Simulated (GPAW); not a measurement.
# Si K ELNES/XANES of SiC (Moissanite, P6_3mc) from DFT

How does the Si K edge of SiC (Moissanite, P6_3mc) move when the bonds are compressed or stretched?

Calculated with GPAW 26.7.0; X-ray absorption from dipole matrix elements to empty bands, plane-wave PAW LDA.

### Step 1. Starting point

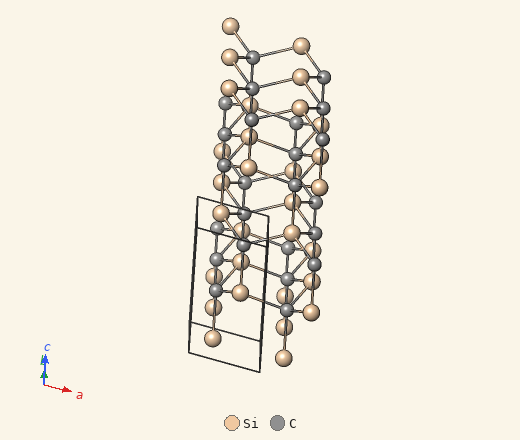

Start, viewed slightly off an axis; silicon light orange, carbon grey. 2×3×2 cells are drawn. Some periodic images of atoms are drawn too.

Structure file:

```cif
data_structure
_symmetry_space_group_name_H-M 'P 1'
_symmetry_Int_Tables_number 1
_cell_length_a 3.0760
_cell_length_b 3.0760
_cell_length_c 5.0480
_cell_angle_alpha 90.000
_cell_angle_beta 90.000
_cell_angle_gamma 120.000
_cell_volume 41.36
loop_
_atom_site_label
_atom_site_type_symbol
_atom_site_fract_x
_atom_site_fract_y
_atom_site_fract_z
_atom_site_occupancy
Si1 Si 0.66667 0.33333 0.50000 1
Si2 Si 0.33333 0.66667 0.00000 1
C3 C 0.66667 0.33333 0.88500 1
C4 C 0.33333 0.66667 0.38500 1
```

### Step 2. The field without a hole

A plain self-consistent run shows whether there is a gap, which decides the set-up of the core-hole run.

File scf.py:

```python
import numpy as np
from ase import Atoms
from ase.parallel import parprint, paropen
from gpaw import GPAW, PW, FermiDirac, Mixer, MixerDif, setup_paths
from gpaw.test import gen
setup_paths.insert(0, '.')
gen('Si', name='nch1s', xcname='LDA', corehole=(1, 0, 0), write_xml=True)
from gpaw.mpi import world
world.barrier()

atoms = Atoms('Si2C2',
    cell=[[3.076, 0, 0],
     [-1.538, 2.66389414, 0],
     [0, 0, 5.048]],
    scaled_positions=[[0.66666667, 0.33333333, 0.5],
     [0.33333333, 0.66666667, 0],
     [0.66666667, 0.33333333, 0.885],
     [0.33333333, 0.66666667, 0.385]],
    pbc=True)
atoms.calc = calc = GPAW(legacy_gpaw=True, mode=PW(430, force_complex_dtype=True), xc='LDA', setups={0: 'nch1s'},
    kpts={'size': (9, 9, 5), 'gamma': True}, occupations=FermiDirac(0.05),
    charge=0, mixer=Mixer(0.1, 5, 50), maxiter=150,
    convergence={'density': 0.0001, 'eigenstates': 1e-6}, txt='scf.txt')
energy = atoms.get_potential_energy() + calc.get_reference_energy()
ef = calc.get_fermi_level()
out = dict(energy=energy, fermi=ef, forces=atoms.get_forces().tolist())
parprint(f'all-electron energy {energy:.4f} eV, Fermi level {ef:.4f} eV')
ev = np.array([[calc.get_eigenvalues(k, s) for k in range(len(calc.get_ibz_k_points()))] for s in range(calc.get_number_of_spins())])
out['homo'], out['lumo'], out['counts'] = ev[ev < ef].max(), ev[ev > ef].min(), sorted(set((ev < ef).sum((0, 2)).tolist()))
out['filled'] = (ev[:, 0] < ef).sum(1).tolist()
import json
with paropen('out.json', 'w') as f:
    json.dump(out, f)
```

Launch:

```console
OMP_NUM_THREADS=1 mpirun -n 4 gpaw python scf.py
```

Numbers of over 12 decimals in the logs are rounded to 6 here.

What it wrote:

```text
Input parameters:
  convergence: {density: 0.0001,
                eigenstates: 1e-06}
  kpts: {gamma: True,
         size: (9, 9, 5)}
  maxiter: 150
  mixer: {backend: pulay,
          beta: 0.1,
          method: separate,
          nmaxold: 5,
          weight: 50}
  mode: {ecut: 430.0,
         force_complex_dtype: True,
         name: pw}
  occupations: {fixmagmom: False,
                name: fermi-dirac,
                width: 0.05}
  setups: {0: nch1s}

Initialize ...

[... PAW data sets ...]

Reference energy: -17755.031450  # eV

Spin-paired calculation

[... convergence settings ...]
Symmetries present (total): 4
  [... symmetry matrices ...]

405 k-points: 9 x 9 x 5 Monkhorst-Pack grid
73 k-points in the irreducible part of the Brillouin zone
       k-points in crystal coordinates                weights
   0:     0.00000000    0.00000000    0.00000000          1/405
   1:     0.00000000    0.00000000    0.20000000          2/405
   2:     0.00000000    0.00000000    0.40000000          2/405
   3:     0.11111111    0.00000000   -0.40000000          6/405
   4:     0.11111111    0.00000000   -0.20000000          6/405
   5:     0.11111111    0.00000000    0.00000000          6/405
   6:     0.11111111    0.00000000    0.20000000          6/405
   7:     0.11111111    0.00000000    0.40000000          6/405
   8:     0.11111111    0.11111111    0.00000000          6/405
   9:     0.11111111    0.11111111    0.20000000          8/405
          ...
  72:     0.44444444    0.44444444    0.40000000          4/405

Wave functions: Plane wave expansion
  Cutoff energy: 430.000 eV
  Number of coefficients (min, max): 822, 854
  Pulay-stress correction: 0.000000 eV/Ang^3 (de/decut=0.000000)
  Using FFTW library
  Wavefunction extrapolation:
    Improved wavefunction reuse through dual PAW basis

Occupation numbers: Fermi-Dirac:
  width: 0.0500  # eV

Eigensolver
   Davidson(niter=2)

Densities:
  Coarse grid: 15*15*25 grid
  Fine grid: 30*30*50 grid
  Total Charge: 0.000000

Density mixing:
  Method: separate
  Backend: pulay
  Linear mixing parameter: 0.1
  old densities: 5
  Width of damping distribution: 1.1
  Damping of long wavelength oscillations: 50

[... Hamiltonian set-up ...]
Number of atoms: 4
Number of atomic orbitals: 16
Number of bands in calculation: 14
Number of valence electrons: 16
Bands to converge: occupied

... initialized

Initializing position-dependent things.

Density initialized from atomic densities
Creating initial wave functions:
  14 bands from LCAO basis set

           C

           Si
        C

        Si

Atomic positions and initial magnetic moments

Positions:
   0 Si     1.538000    0.887965    2.524000    ( 0.0000,  0.0000,  0.0000)
   1 Si    -0.000000    1.775929    0.000000    ( 0.0000,  0.0000,  0.0000)
   2 C      1.538000    0.887965    4.467480    ( 0.0000,  0.0000,  0.0000)
   3 C     -0.000000    1.775929    1.943480    ( 0.0000,  0.0000,  0.0000)

Unit cell:
           periodic     x           y           z      points  spacing
  1. axis:    yes    3.076000    0.000000    0.000000    15     0.1776
  2. axis:    yes   -1.538000    2.663894    0.000000    15     0.1776
  3. axis:    yes    0.000000    0.000000    5.048000    25     0.2019

  Lengths:   3.076000   3.076000   5.048000
  Angles:   90.000000  90.000000 120.000000

Effective grid spacing dv^(1/3) = 0.1945

iter:   1   -36.581124
iter:   2   -35.089517   -1.65  -0.56
iter:   3   -33.087288   -0.82  -0.66
iter:   4   -33.080275   -1.99  -1.14
iter:   5   -33.073140   -2.04  -1.44
iter:   6   -33.056862   -2.83  -1.69
iter:   7   -33.053469   -3.78  -2.12
iter:   8   -33.053455c  -4.06  -2.69
iter:   9   -33.053324c  -4.43  -2.81
iter:  10   -33.053239c  -5.37  -2.96
iter:  11   -33.053238c  -6.91c -4.02c

Converged after 11 iterations.

Dipole moment: (0.000048, -0.000195, 1.926872) |e|*Ang

Energy contributions relative to reference atoms: (reference = -17755.031450)

Kinetic:        +32.259104
Potential:      -26.881846
External:        +0.000000
XC:             -38.379872
Entropy (-ST):   -0.000000
Local:           -0.050624
SIC:             +0.000000
--------------------------
Free energy:    -33.053238
Extrapolated:   -33.053238

Showing only first 2 kpts
 Kpt  Band  Eigenvalues  Occupancy
  0     6      8.05795    2.00000
  0     7      8.32300    2.00000
  0     8     12.90624    0.00000
  0     9     14.37860    0.00000

  1     6      7.89329    2.00000
  1     7      7.91695    2.00000
  1     8     13.08396    0.00000
  1     9     14.78405    0.00000

Fermi level: 9.31959

Gap: 2.199 eV
Transition (v -> c):
  (s=0, k=0, n=7, [0.00, 0.00, 0.00]) -> (s=0, k=47, n=8, [0.33, 0.33, 0.00])
Direct/indirect transitions are different
Direct gap: 4.022 eV
Transition at: (s=0, k=60, n=7, [0.44, 0.00, 0.00])

Forces in eV/Ang:
  0 Si   -0.00000    0.30188    0.74785
  1 Si    0.00000   -0.30683    0.74753
  2 C    -0.00000    0.11517   -0.73711
  3 C     0.00000   -0.11026   -0.73599
Scalar-relativistic atomic LDA calculation for Si (Silicon, Z=14)
Core hole in 1s state (1s occupation: 2.0)
450 radial gridpoints.
|------------------------------------------------|
|------------------------------------------------|
[... the atom generator's iteration count ...]

Energy contributions:
-------------------------
Kinetic:     +289.200818
XC:           -19.595459
Potential:   -558.407745
-------------------------
Total:       -288.802385

state      eigenvalue         ekin         rmax
-----------------------------------------------
1s^2.0 :   -65.348349    92.179850        0.073
2s^2.0 :    -5.098251    13.047377        0.456
2p^6.0 :    -3.513548    12.237934        0.387
3s^2.0 :    -0.399754     1.628943        1.773
3p^2.0 :    -0.152955     1.030438        2.146
-----------------------------------------------
(units: Bohr and Hartree)

Generating PAW setup
Kinetic energy of the core from tauc = 284.492433
Cutoffs:
rc(s)=2.000
rc(p)=2.000
rc(d)=2.000
rc(vbar)=1.800
rc(comp)=2.000
rc(nct)=2.000

Kinetic energy of the core states: 283.882055
Charge: 0.0
Core electrons: 10.0
Valence electrons: 4.0
Pseudo-core charge: 0.185992
Shape function alpha=2.500
Pseudo-electron charge 4.425116
state    eigenvalue         norm
--------------------------------
3s(2) :    -0.399754     1.114161
*s    :     0.600246
3p(2) :    -0.152955     1.005401
*p    :     0.847045
*d    :     0.000000
--------------------------------

Diagonalizing with gridspacing h=0.050

state   all-electron     PAW
-------------------------------
3s:      -0.399754    -0.399911
3p:      -0.152955    -0.153089
*d:                    0.032715
*f:                    0.069217
-------------------------------
all-electron energy -17788.0847 eV, Fermi level 9.3196 eV
```

Run time: 6 s. Hardware: 4 MPI ranks of Arm Neoverse V1, shared host; peak memory 0.17 GiB; 23 s of CPU time.

The mesh shows a gap of 2.20 eV, so the hole is first treated in a charged cell, without the excited electron.

### Step 3. Supercell without a hole, the energy reference

The photon energy needs a difference of total energies, so the cell and mesh of the coming hole run are first run without a hole.

Changes to scf.py since step 2:

```diff
@@ -10,13 +10,25 @@
 
-atoms = Atoms('Si2C2',
-    cell=[[3.076, 0, 0],
-     [-1.538, 2.66389414, 0],
-     [0, 0, 5.048]],
-    scaled_positions=[[0.66666667, 0.33333333, 0.5],
-     [0.33333333, 0.66666667, 0],
-     [0.66666667, 0.33333333, 0.885],
-     [0.33333333, 0.66666667, 0.385]],
+atoms = Atoms('Si8C8',
+    cell=[[-3.076, 0, -5.048],
+     [3.076, 0, -5.048],
+     [3.076, -5.32778828, 0]],
+    scaled_positions=[[0.41666667, 0.08333333, 0.83333333],
+     [0.41666667, 0.08333333, 0.33333333],
+     [0.91666667, 0.58333333, 0.83333333],
+     [0.91666667, 0.58333333, 0.33333333],
+     [0.83333333, 0.16666667, 0.66666667],
+     [0.83333333, 0.16666667, 0.16666667],
+     [0.33333333, 0.66666667, 0.66666667],
+     [0.33333333, 0.66666667, 0.16666667],
+     [0.22416667, 0.89083333, 0.83333333],
+     [0.22416667, 0.89083333, 0.33333333],
+     [0.72416667, 0.39083333, 0.83333333],
+     [0.72416667, 0.39083333, 0.33333333],
+     [0.64083333, 0.97416667, 0.66666667],
+     [0.64083333, 0.97416667, 0.16666667],
+     [0.14083333, 0.47416667, 0.66666667],
+     [0.14083333, 0.47416667, 0.16666667]],
     pbc=True)
 atoms.calc = calc = GPAW(legacy_gpaw=True, mode=PW(430, force_complex_dtype=True), xc='LDA', setups={0: 'nch1s'},
-    kpts={'size': (9, 9, 5), 'gamma': True}, occupations=FermiDirac(0.05),
+    kpts={'size': (4, 4, 4), 'gamma': True}, occupations=FermiDirac(0.02),
     charge=0, mixer=Mixer(0.1, 5, 50), maxiter=150,
```

What it wrote:

```text
Input parameters:
  convergence: {density: 0.0001,
                eigenstates: 1e-06}
  kpts: {gamma: True,
         size: (4, 4, 4)}
  maxiter: 150
  mixer: {backend: pulay,
          beta: 0.1,
          method: separate,
          nmaxold: 5,
          weight: 50}
  mode: {ecut: 430.0,
         force_complex_dtype: True,
         name: pw}
  occupations: {fixmagmom: False,
                name: fermi-dirac,
[...]
--------------------------------
3s(2) :    -0.399754     1.114161
*s    :     0.600246
3p(2) :    -0.152955     1.005401
*p    :     0.847045
*d    :     0.000000
--------------------------------

Diagonalizing with gridspacing h=0.050

state   all-electron     PAW
-------------------------------
3s:      -0.399754    -0.399911
3p:      -0.152955    -0.153089
*d:                    0.032715
*f:                    0.069217
-------------------------------
all-electron energy -71152.3048 eV, Fermi level 9.0428 eV
[key lines of the parts left out:]
Converged after 14 iterations.
Dipole moment: (-9.227228, 0.000005, -10.901467) |e|*Ang
Free energy:   -132.179041
Fermi level: 9.04279
```

Run time: 40 s. Hardware: 4 MPI ranks; peak memory 0.28 GiB.

Reference energy: -71152.305 eV with the cores included.

(Part 1 of 4 ends here.)

[Banner, clock and machine lines of the logs are left out without a mark of their own.]

[Logs are printed without paths, hosts, clocks, repeated set-up lines and the standing remarks that a program may print on its own settings, such as how far it seeks lower states.]

[Hosts, paths, dates, database ids (printed as entryN), source tags and the programs' standing remarks are cut or masked in the printed files.]

[Lists of maxima count a maximum above −3 eV only where it reaches 4 % of the highest in the window and stands out from its surroundings by 2 % of it (1.5 % where it reaches 55 %); shoulders and weaker maxima are passed over, and of the rest the first, up to two pre-edge ones and the few strongest are named.]
